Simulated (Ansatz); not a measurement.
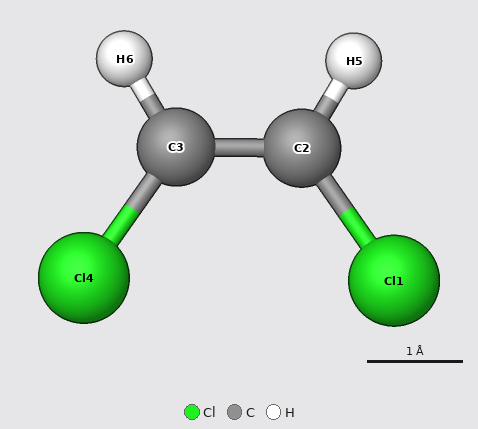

Fig. 1: The input geometry (ball-and-stick view, seen on its broad side; atoms are numbered from 1 in the order of the input). Bond lengths as drawn: C–C 1.32 Å, C–Cl 1.71 Å and C–H 1.08 Å.

C$_{2}$H$_{2}$Cl$_{2}$ (charge +1): single-point calculation

C$_{2}$H$_{2}$Cl$_{2}$, charge +1, multiplicity 2, computed with UKS B3LYP-D4/def2-TZVPP (Ansatz 0.2.0).

The geometry is the cation at the geometry of the neutral molecule. The geometry comes from this level: PBE0-D4/def2-TZVP.

The input
```yaml
crystal:
  periodic: [false, false, false]
  atoms:
    - {symbol: Cl, position_ang: [0.714990, -1.874426, -0.448132]}
    - {symbol: C, position_ang: [0.641903, -0.223228, -0.028695]}
    - {symbol: C, position_ang: [-0.475458, 0.475873, 0.100908]}
    - {symbol: Cl, position_ang: [-2.046380, -0.146742, -0.127711]}
    - {symbol: H, position_ang: [1.603472, 0.245479, 0.133292]}
    - {symbol: H, position_ang: [-0.438538, 1.523054, 0.370338]}
basis:
  gaussian: {orbitals: def2-TZVPP}
total_charge: 1
magnetization: {spin_polarized: true, initial_magnetization: 1}
hamiltonian: {xc: {name: B3LYP}, dispersion: d4}
```

Hardware: 4 threads of Arm Neoverse V2, 23 GiB of memory available, shared host.

Command:
```bash
ansatz run in.yaml --threads 4 --pin off --events-out ev --progress --plain --max-ram 10444MiB
```

What the program printed
```
Functional definition: B3LYP
  name "B3LYP"
  cite "Stephens, Devlin, Chabalowski & Frisch, J. Phys. Chem. 98, 11623 (1994) doi:10.1021/j100096a001"
  cite "Becke, Phys. Rev. A 38, 3098 (1988) doi:10.1103/PhysRevA.38.3098"
  cite "Lee, Yang & Parr, Phys. Rev. B 37, 785 (1988) doi:10.1103/PhysRevB.37.785"
  cite "Vosko, Wilk & Nusair, Can. J. Phys. 58, 1200 (1980) doi:10.1139/p80-159"
  parameter a0 = 0.2
  parameter ax = 0.72
  parameter ac = 0.81
  exchange = (1 - a0 - ax)*slater_x + ax*b88_x + a0*exact_x
  correlation = (1 - ac)*vwn_rpa_c + ac*lyp_c
1104 factors; their error is unknown
mean field evaluation 1: about -27132.5028 eV, gradient 5.0e1 eV
mean field evaluation 2: about -27110.6047 eV, gradient 7.9e1 eV
mean field evaluation 4: about -27143.9662 eV, gradient 3.2e0 eV
mean field evaluation 8: about -27144.0495 eV, gradient 2.8e-1 eV
mean field evaluation 16: about -27144.0498 eV, gradient 1.4e-4 eV
mean field -27144.04975884 eV, -997.5254297397 hartree, gradient 4.2e-5 eV, S^2 0.753164; 0 other end points of the search recorded, 0 dependent functions left out
reference -27144.04998818 eV, -997.5254381678 hartree; 24, 23 occupied and 150, 151 virtual orbitals, 1104 factors
Total energy: -27144.25374852 eV, -997.5329262219 hartree
```

Key numbers

| quantity | value |
| --- | --- |
| outcome | converged |
| total energy | −27144.2537 eV |
| mean-field energy | −27144.0500 eV |
| dispersion energy | −0.2038 eV |
| ⟨S²⟩ | 0.753 |
| SCF solution under orbital rotations | stable |
| wall time | 1.9 s (CPU time 7 s) |
| peak memory | 0.47 GiB |
